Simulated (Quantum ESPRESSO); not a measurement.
# H on fcc sites of Ti(0001): a series in the coverage, part 3 of 9

Aim: how the results for H on fcc sites of Ti(0001) change with the coverage.

Quantum ESPRESSO 7.5; plane-wave DFT, PBE, GBRV ultrasoft pseudopotentials.

So far. Step 2 (Variable-cell relaxation of the reference):  The last row is no step: it is a fresh SCF in the final cell with a new plane-wave basis, +0 meV from the row before. Step 4 (Relaxation with pw.x of the reference): The relaxation lowers the energy by 1 meV an atom.

**5. Relaxation with pw.x, 0 ML**

What the set-up leaves free in this member is relaxed.

System of this step: Ti(0001), 3 layers, 1 sites a cell. The cell holds 3 atoms: 3 Ti. Cell: a = 2.939 Å, b = 2.939 Å, c = 18.526 Å, α = 90.0°, β = 90.0°, γ = 60.0°. It derives from Ti. Vacuum lies along c.

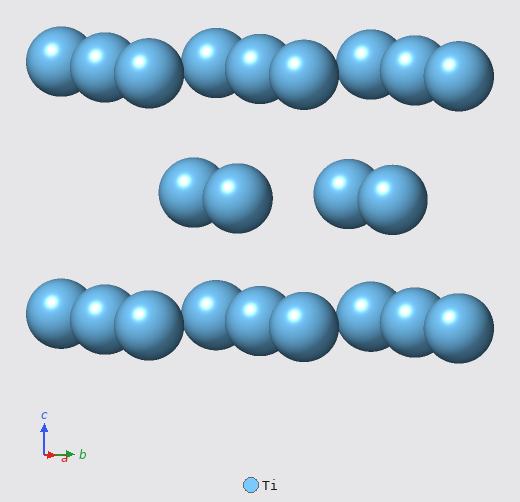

The cell of this step (titanium blue). 2×2×1 cells are drawn. Some periodic images of atoms are drawn too.

m0.relax.in

```
&control
  prefix = 'm0.relax'
  outdir = './out'
  pseudo_dir = './pseudo'
  nstep = 70
  forc_conv_thr = 0.0015
  calculation = 'relax'
/
&system
  ibrav = 0
  nat = 3
  ntyp = 1
  ecutwfc = 40
  ecutrho = 200
  occupations = 'smearing'
  smearing = 'mv'
  degauss = 0.02
/
&electrons
  conv_thr = 1e-07
  mixing_beta = 0.3
  electron_maxstep = 120
  mixing_mode = 'local-TF'
/
&ions
/
ATOMIC_SPECIES
  Ti  47.8670  ti_pbe_v1.4.uspp.F.UPF
CELL_PARAMETERS angstrom
  2.93930890900000 0.00000000000000 0.00000000000000
  1.46965445450000 2.54551618476392 0.00000000000000
  0.00000000000000 0.00000000000000 18.52617388046125
ATOMIC_POSITIONS crystal
  Ti  0.000000000000 0.000000000000 0.374640077925
  Ti  0.666666666700 0.666666666700 0.500000000000 0 0 0
  Ti  0.000000000000 0.000000000000 0.625359922075
K_POINTS automatic
  9 9 1 0 0 0
```

Started as:

```bash
> OMP_NUM_THREADS=1 mpirun -n 16 pw.x -nk 4 -in m0.relax.in > m0.relax.out
```

The log of the run:

```text
[banner, memory and clock lines left out]
Program PWSCF v.7.5 starts

          URL

     Message from routine setup:
     using ibrav=0 with symmetry is DISCOURAGED, use correct ibrav instead

     bravais-lattice index     =            0
     lattice parameter (alat)  =       5.5545  a.u.
     unit-cell volume          =     935.4131 (a.u.)^3
     number of atoms/cell      =            3
     number of atomic types    =            1
     number of electrons       =        36.00
     number of Kohn-Sham states=           22
     kinetic-energy cutoff     =      40.0000  Ry
     charge density cutoff     =     200.0000  Ry
     scf convergence threshold =      1.0E-07
     mixing beta               =       0.3000
     number of iterations used =            8  local-TF  mixing
     energy convergence thresh.=      1.0E-04
     force convergence thresh. =      1.5E-03
     Exchange-correlation=  SLA  PW   PBX  PBC
                           (   1   4   3   4   0   0   0)
     nstep                     =           70

     celldm(1)=   5.554489  celldm(2)=   0.000000  celldm(3)=   0.000000
     celldm(4)=   0.000000  celldm(5)=   0.000000  celldm(6)=   0.000000

     crystal axes: (cart. coord. in units of alat)
               a(1) = (   1.000000   0.000000   0.000000 )
               a(2) = (   0.500000   0.866025   0.000000 )
               a(3) = (   0.000000   0.000000   6.302901 )

     reciprocal axes: (cart. coord. in units 2 pi/alat)
               b(1) = (  1.000000 -0.577350  0.000000 )
               b(2) = (  0.000000  1.154701  0.000000 )
               b(3) = (  0.000000  0.000000  0.158657 )

     PseudoPot. # 1 for Ti read from file:
     ./pseudo/ti_pbe_v1.4.uspp.F.UPF
     Pseudo is Ultrasoft + core correction, Zval = 12.0
     Generated by new atomic code, or converted to UPF format
     Using radial grid of  851 points,  6 beta functions with:
                l(1) =   0
                l(2) =   0
                l(3) =   1
                l(4) =   1
                l(5) =   2
                l(6) =   2
     Q(r) pseudized with  6 coefficients,  rinner =    1.000   1.000   1.000
                                                       1.000   1.000

     atomic species   valence    mass     pseudopotential
     Ti               12.00    47.86700     Ti( 1.00)

     12 Sym. Ops. (no inversion) found

   Cartesian axes

     site n.     atom                  positions (alat units)
         1        Ti     tau(   1) = (   0.0000000   0.0000000   2.3613194  )
         2        Ti     tau(   2) = (   1.0000000   0.5773503   3.1514506  )
         3        Ti     tau(   3) = (   0.0000000   0.0000000   3.9415819  )

     number of k points=    12  Marzari-Vanderbilt smearing, width (Ry)=  0.0200
                       cart. coord. in units 2pi/alat
        k(    1) = (   0.0000000   0.0000000   0.0000000), wk =   0.0246914
        k(    2) = (   0.0000000   0.1283001   0.0000000), wk =   0.1481481
        k(    3) = (   0.0000000   0.2566001   0.0000000), wk =   0.1481481
        k(    4) = (   0.0000000   0.3849002   0.0000000), wk =   0.1481481
        k(    5) = (   0.0000000   0.5132002   0.0000000), wk =   0.1481481
        k(    6) = (   0.1111111   0.1924501   0.0000000), wk =   0.1481481
        k(    7) = (   0.1111111   0.3207501   0.0000000), wk =   0.2962963
        k(    8) = (   0.1111111   0.4490502   0.0000000), wk =   0.2962963
        k(    9) = (   0.1111111  -0.5773503   0.0000000), wk =   0.1481481
        k(   10) = (   0.2222222   0.3849002   0.0000000), wk =   0.1481481
        k(   11) = (   0.2222222  -0.6415003   0.0000000), wk =   0.2962963
        k(   12) = (   0.3333333  -0.5773503   0.0000000), wk =   0.0493827

     Dense  grid:    44773 G-vectors     FFT dimensions: (  25,  25, 160)

     Smooth grid:    32025 G-vectors     FFT dimensions: (  24,  24, 144)

     Check: negative core charge=   -0.000004

     Initial potential from superposition of free atoms

     starting charge      32.9999, renormalised to      36.0000

     negative rho (up, down):  9.425E-03 0.000E+00
     Starting wfcs are   30 randomized atomic wfcs

     per-process dynamical memory:    14.1 Mb

     Self-consistent Calculation

     iteration #  1     ecut=    40.00 Ry     beta= 0.30
     Davidson diagonalization with overlap
     ethr =  1.00E-02,  avg # of iterations =  4.9

     negative rho (up, down):  1.284E-02 0.000E+00

     total energy              =    -357.92526557 Ry
     estimated scf accuracy    <       2.00622261 Ry

     iteration #  2     ecut=    40.00 Ry     beta= 0.30
     Davidson diagonalization with overlap
     ethr =  5.57E-03,  avg # of iterations =  1.2

     negative rho (up, down):  3.068E-02 0.000E+00

     total energy              =    -357.23482655 Ry
     estimated scf accuracy    <       1.14433806 Ry

     iteration #  3     ecut=    40.00 Ry     beta= 0.30
     Davidson diagonalization with overlap
     ethr =  3.18E-03,  avg # of iterations =  3.4

     negative rho (up, down):  2.553E-02 0.000E+00

     total energy              =    -357.58683382 Ry
     estimated scf accuracy    <       0.26618358 Ry

     iteration #  4     ecut=    40.00 Ry     beta= 0.30
     Davidson diagonalization with overlap
     ethr =  7.39E-04,  avg # of iterations =  2.2

     negative rho (up, down):  2.197E-02 0.000E+00

     total energy              =    -357.60774080 Ry
     estimated scf accuracy    <       0.03312078 Ry

     iteration #  5     ecut=    40.00 Ry     beta= 0.30
     Davidson diagonalization with overlap
     ethr =  9.20E-05,  avg # of iterations =  5.8

     negative rho (up, down):  1.888E-02 0.000E+00

     total energy              =    -357.61236548 Ry
     estimated scf accuracy    <       0.00222283 Ry

     iteration #  6     ecut=    40.00 Ry     beta= 0.30
     Davidson diagonalization with overlap
     ethr =  6.17E-06,  avg # of iterations =  6.0

     negative rho (up, down):  1.794E-02 0.000E+00

     total energy              =    -357.61275293 Ry
     estimated scf accuracy    <       0.00697606 Ry

     iteration #  7     ecut=    40.00 Ry     beta= 0.30
     Davidson diagonalization with overlap
     ethr =  6.17E-06,  avg # of iterations =  3.8

     negative rho (up, down):  1.781E-02 0.000E+00

     total energy              =    -357.61305463 Ry
     estimated scf accuracy    <       0.00257151 Ry

     iteration #  8     ecut=    40.00 Ry     beta= 0.30
     Davidson diagonalization with overlap
     ethr =  6.17E-06,  avg # of iterations =  1.0

     negative rho (up, down):  1.387E-02 0.000E+00

[...]
ethr =  1.95E-07,  avg # of iterations =  5.8

     negative rho (up, down):  4.653E-03 0.000E+00

     total energy              =    -357.61477710 Ry
     estimated scf accuracy    <       0.00002041 Ry

     iteration #  8     ecut=    40.00 Ry     beta= 0.30
     Davidson diagonalization with overlap
     ethr =  5.67E-08,  avg # of iterations =  4.6

     negative rho (up, down):  4.898E-03 0.000E+00

     total energy              =    -357.61477553 Ry
     estimated scf accuracy    <       0.00003019 Ry

     iteration #  9     ecut=    40.00 Ry     beta= 0.30
     Davidson diagonalization with overlap
     ethr =  5.67E-08,  avg # of iterations =  2.9

     negative rho (up, down):  5.166E-03 0.000E+00

     total energy              =    -357.61477846 Ry
     estimated scf accuracy    <       0.00005916 Ry

     iteration # 10     ecut=    40.00 Ry     beta= 0.30
     Davidson diagonalization with overlap
     ethr =  5.67E-08,  avg # of iterations =  1.4

     negative rho (up, down):  5.163E-03 0.000E+00

     total energy              =    -357.61477878 Ry
     estimated scf accuracy    <       0.00000900 Ry

     iteration # 11     ecut=    40.00 Ry     beta= 0.30
     Davidson diagonalization with overlap
     ethr =  2.50E-08,  avg # of iterations =  4.2

     negative rho (up, down):  5.206E-03 0.000E+00

     total energy              =    -357.61477995 Ry
     estimated scf accuracy    <       0.00000309 Ry

     iteration # 12     ecut=    40.00 Ry     beta= 0.30
     Davidson diagonalization with overlap
     ethr =  8.60E-09,  avg # of iterations =  1.4

     negative rho (up, down):  5.231E-03 0.000E+00

     total energy              =    -357.61477981 Ry
     estimated scf accuracy    <       0.00000228 Ry

     iteration # 13     ecut=    40.00 Ry     beta= 0.30
     Davidson diagonalization with overlap
     ethr =  6.33E-09,  avg # of iterations =  1.8

     negative rho (up, down):  5.232E-03 0.000E+00

     total energy              =    -357.61477988 Ry
     estimated scf accuracy    <       0.00000019 Ry

     iteration # 14     ecut=    40.00 Ry     beta= 0.30
     Davidson diagonalization with overlap
     ethr =  5.14E-10,  avg # of iterations =  4.6

     negative rho (up, down):  5.237E-03 0.000E+00

     total energy              =    -357.61477992 Ry
     estimated scf accuracy    <       0.00000007 Ry

     iteration # 15     ecut=    40.00 Ry     beta= 0.30
     Davidson diagonalization with overlap
     ethr =  1.93E-10,  avg # of iterations =  2.2

     negative rho (up, down):  5.239E-03 0.000E+00

     total energy              =    -357.61477992 Ry
     estimated scf accuracy    <          9.4E-09 Ry

     iteration # 16     ecut=    40.00 Ry     beta= 0.30
     Davidson diagonalization with overlap
     ethr =  2.61E-11,  avg # of iterations =  4.6

     negative rho (up, down):  5.239E-03 0.000E+00

     End of self-consistent calculation

          k = 0.0000 0.0000 0.0000 (  4043 PWs)   bands (ev):

   -54.4056 -54.3922 -54.0761 -30.9062 -30.7364 -30.3697 -30.3697 -30.3608
   -30.3608 -30.1963 -30.0874 -30.0874  -3.1081  -1.7062  -0.4629   2.3246
     2.3903   3.1453   3.1453   3.1798   3.1798   3.3358

          k = 0.0000 0.1283 0.0000 (  4027 PWs)   bands (ev):

   -54.3960 -54.3839 -54.0691 -30.8867 -30.7357 -30.4283 -30.4241 -30.3841
   -30.3735 -30.1876 -30.1361 -30.0983  -2.7722  -1.3856  -0.1668   2.2067
     2.4367   2.7464   2.8878   3.1639   3.3091   3.3714

          k = 0.0000 0.2566 0.0000 (  4018 PWs)   bands (ev):

   -54.3714 -54.3627 -54.0513 -30.8378 -30.7411 -30.5749 -30.5602 -30.4204
   -30.4053 -30.2503 -30.1875 -30.1258  -1.8626  -0.5691   0.5306   1.8507
     1.9752   2.3729   2.4987   2.9419   3.3822   3.5211

          k = 0.0000 0.3849 0.0000 (  3990 PWs)   bands (ev):

   -54.3432 -54.3386 -54.0312 -30.8105 -30.7736 -30.7054 -30.6951 -30.4612
   -30.4414 -30.3579 -30.2029 -30.1572  -0.7358   0.1251   0.7996   1.5271
     1.5372   2.4091   2.5116   3.1341   3.3327   3.3821

          k = 0.0000 0.5132 0.0000 (  3974 PWs)   bands (ev):

   -54.3247 -54.3228 -54.0180 -30.8704 -30.8381 -30.7720 -30.6876 -30.4876
   -30.4647 -30.4100 -30.2197 -30.1776  -0.0115   0.2025   0.5168   1.3063
     1.4811   2.4980   3.0732   3.2356   3.5924   3.8403

          k = 0.1111 0.1925 0.0000 (  4027 PWs)   bands (ev):

   -54.3788 -54.3691 -54.0567 -30.8521 -30.7376 -30.5280 -30.5138 -30.4164
   -30.4018 -30.2108 -30.1848 -30.1233  -2.1443  -0.8035   0.3582   1.9626
     2.1877   2.4367   2.4826   2.9174   3.4525   3.6005

          k = 0.1111 0.3208 0.0000 (  4010 PWs)   bands (ev):

   -54.3525 -54.3465 -54.0377 -30.8054 -30.7522 -30.6552 -30.6466 -30.4689
   -30.4499 -30.3091 -30.1931 -30.1635  -1.0835   0.0483   1.0148   1.6320
     1.7233   2.0671   2.2713   2.8139   3.3340   3.5871

          k = 0.1111 0.4491 0.0000 (  3985 PWs)   bands (ev):

   -54.3291 -54.3265 -54.0211 -30.8274 -30.7963 -30.7466 -30.6926 -30.5123
   -30.4929 -30.3818 -30.2091 -30.1970  -0.0938   0.3865   0.8692   1.4912
     1.5222   2.3355   2.5964   3.0600   3.3476   3.3602

          k = 0.1111-0.5774 0.0000 (  3972 PWs)   bands (ev):

   -54.3198 -54.3186 -54.0145 -30.8628 -30.8333 -30.7708 -30.6775 -30.5290
   -30.5102 -30.4061 -30.2177 -30.2098   0.2892   0.3637   0.6347   1.4229
     1.5231   2.4581   2.9970   3.0024   3.4037   3.6916

          k = 0.2222 0.3849 0.0000 (  3992 PWs)   bands (ev):

   -54.3308 -54.3280 -54.0223 -30.7947 -30.7663 -30.7232 -30.6876 -30.5452
   -30.5299 -30.3543 -30.2259 -30.2023  -0.0678   0.6213   1.3937   1.4595
     1.7932   1.9873   2.0617   2.6138   3.2493   3.3450

          k = 0.2222-0.6415 0.0000 (  3973 PWs)   bands (ev):

   -54.3166 -54.3158 -54.0122 -30.8085 -30.7854 -30.7509 -30.6703 -30.6035
   -30.5963 -30.3846 -30.2691 -30.2115   0.6455   0.7293   1.1109   1.5253
     1.8607   2.1662   2.5663   2.7464   2.9867   3.0747

          k = 0.3333-0.5774 0.0000 (  3978 PWs)   bands (ev):

   -54.3117 -54.3116 -54.0087 -30.7652 -30.7607 -30.7187 -30.6822 -30.6804
   -30.6587 -30.3785 -30.3125 -30.2126   0.9204   1.1299   1.1412   1.5374
     1.9841   2.2944   2.5360   2.6116   2.6732   2.8217

     the Fermi energy is     2.4524 ev

!    total energy              =    -357.61477993 Ry
     estimated scf accuracy    <          1.0E-09 Ry
     smearing contrib. (-TS)   =      -0.00257436 Ry
     internal energy E=F+TS    =    -357.61220556 Ry

     The total energy is F=E-TS. E is the sum of the following terms:
     one-electron contribution =   -1630.11036617 Ry
     hartree contribution      =     812.61204011 Ry
     xc contribution           =     -54.01264341 Ry
     ewald contribution        =     513.89876390 Ry

     convergence has been achieved in  16 iterations

     negative rho (up, down):  5.239E-03 0.000E+00

     Forces acting on atoms (cartesian axes, Ry/au):

     atom    1 type  1   force =     0.00000000    0.00000000    0.00005361
     atom    2 type  1   force =     0.00000000    0.00000000    0.00000000
     atom    3 type  1   force =     0.00000000    0.00000000   -0.00005361

     Total force =     0.000076     Total SCF correction =     0.000053
     SCF correction compared to forces is large: reduce conv_thr to get better values
     Energy error            =      8.6E-05 Ry
     Gradient error          =      5.4E-05 Ry/Bohr

     bfgs converged in   7 scf cycles and   6 bfgs steps
     (criteria: energy <  1.0E-04 Ry, force <  1.5E-03 Ry/Bohr)

     End of BFGS Geometry Optimization

     Final energy             =    -357.6147799262 Ry

     File ./out/m0.relax.bfgs deleted, as requested
Begin final coordinates

ATOMIC_POSITIONS (crystal)
Ti               0.0000000000       -0.0000000000        0.3796369122
Ti               0.6666666667        0.6666666667        0.5000000000    0   0   0
Ti               0.0000000000       -0.0000000000        0.6203630878
End final coordinates

     XML data file, charge density, pseudopotentials, collected wavefunctions

                                        0.00s GPU  (    1707 calls)
```

The job ended after 24 s (16 MPI ranks of Arm Neoverse V2, shared host; peak memory 0.89 GiB).

Relaxation path:

| step | energy less that of the first step (eV) | largest force (eV/Å) |
| --- | --- | --- |
| 1 | 0.0000 | 0.3741 |
| 2 | -0.0056 | 0.3501 |
| 3 | -0.0113 | 0.3206 |
| 4 | -0.0189 | 0.2747 |
| 5 | -0.0279 | 0.1984 |
| 6 | -0.0357 | 0.0714 |
| 7 | -0.0368 | 0.0014 |

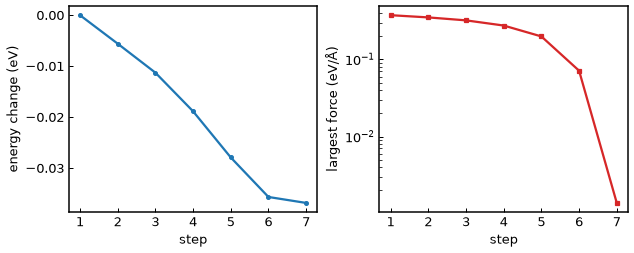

Energy and largest force along the relaxation.

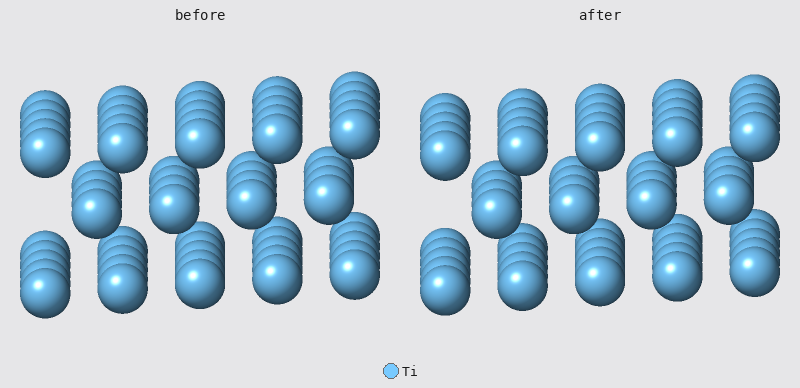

Before and after, at one scale.

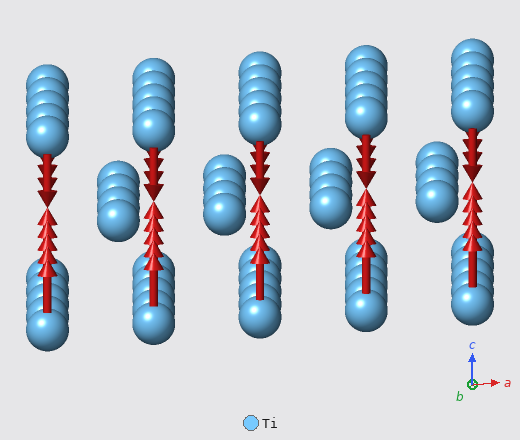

Displacements in the relaxation, exaggerated; the longest in the cell stands for 0.09 Å. 4×4×1 cells are drawn. Some periodic images of atoms are drawn too.

The atoms that moved most (Å):

| atom | dx | dy | dz | length |
| --- | --- | --- | --- | --- |
| Ti1 | 0.000 | 0.000 | 0.093 | 0.093 |
| Ti3 | 0.000 | 0.000 | -0.093 | 0.093 |

The relaxed structure:

```cif
data_structure
_symmetry_space_group_name_H-M 'P 1'
_symmetry_Int_Tables_number 1
_cell_length_a 2.9393
_cell_length_b 2.9393
_cell_length_c 18.5262
_cell_angle_alpha 90.000
_cell_angle_beta 90.000
_cell_angle_gamma 60.000
_cell_volume 138.61
loop_
_atom_site_label
_atom_site_type_symbol
_atom_site_fract_x
_atom_site_fract_y
_atom_site_fract_z
_atom_site_occupancy
Ti1 Ti 0.00000 0.00000 0.37964 1
Ti2 Ti 0.66667 0.66667 0.50000 1
Ti3 Ti 0.00000 0.00000 0.62036 1
```

The relaxation lowers the energy by 12 meV an atom. On the free atoms the largest force ends at 0.001 eV/Å.

Read from the output:

```
free energy  : -4865.5970 eV
Fermi energy : 2.452 eV
```

(Part 3 of 9 ends here.)

[Logs are printed without paths, hosts, clocks, repeated set-up lines and the standing remarks that a program may print on its own settings, such as how far it seeks lower states.]

[Hosts, paths, dates, database ids (printed as entryN), source tags and the programs' standing remarks are cut or masked in the printed files.]

[Maps of the electrostatic potential energy from Ansatz leave out the sawtooth potential of an applied field or a dipole correction, so their vacuum need not be flat; planar profiles and work functions include it.]
